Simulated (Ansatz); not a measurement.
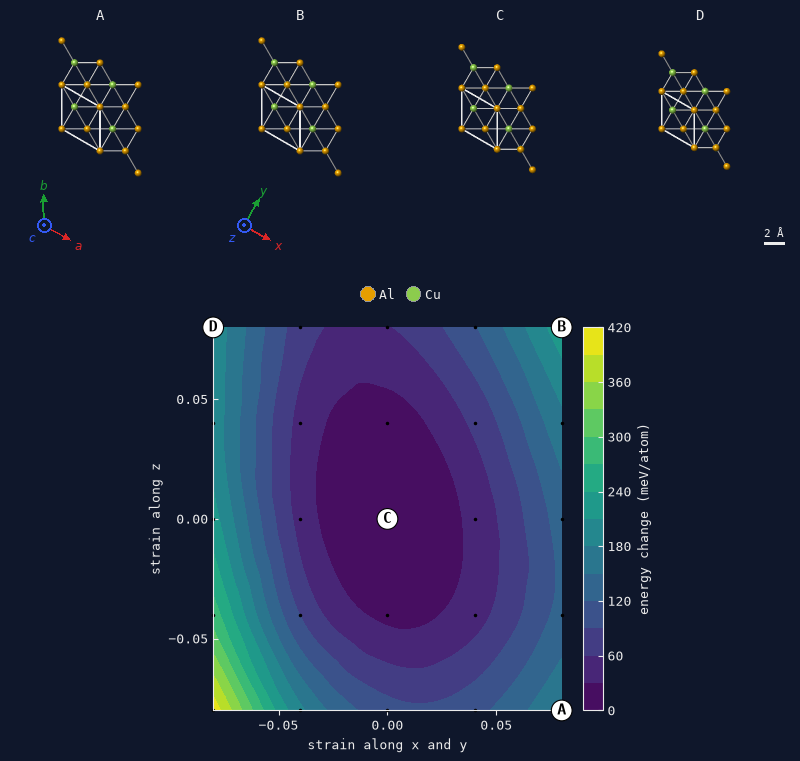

Energy scan for solid Al₃Cu₂ (P-3m1), in which the cell is strained equally along x and y and separately along z, with the atoms kept at their fractional coordinates. x, y and z are the Cartesian axes of the input. The map is interpolated between the computed points (dots). The lettered frames are marked on it. The picture is a ball-and-stick view of the cell of the calculation, repeated 2 × 2 × 1 with one cell outlined, seen along the c axis.

Computed with Ansatz, DFT r2SCAN, scalar-relativistic, plane waves, PAW. Settings: plane-wave cutoff 500 eV; k-point mesh 12 × 12 × 10; occupations gaussian; smearing width 0.15 eV; no spin polarisation. Energies (free energies at the smearing named) are counted from the relaxed crystal.

What does the map show?

In pairs of (strain along x and y; strain along z): the lowest computed point lies at (0.000, 0.000) (0 meV/atom), the highest at (−0.080, −0.080) (409 meV/atom). The valley is tilted: raising the in-plane strain is made harder by raising the strain along z (cross term 0.23 of the geometric mean of the two curvatures). Over the ranges scanned the energy rises more along the first axis, the in-plane strain. The pressure runs from −15.5 GPa at (0.080, 0.080) to 50.8 GPa at (−0.080, −0.080). The frames lie at A (0.080, −0.080): 178 meV/atom, B (0.080, 0.080): 229 meV/atom, C (0.000, 0.000): 0 meV/atom, D (−0.080, 0.080): 200 meV/atom.
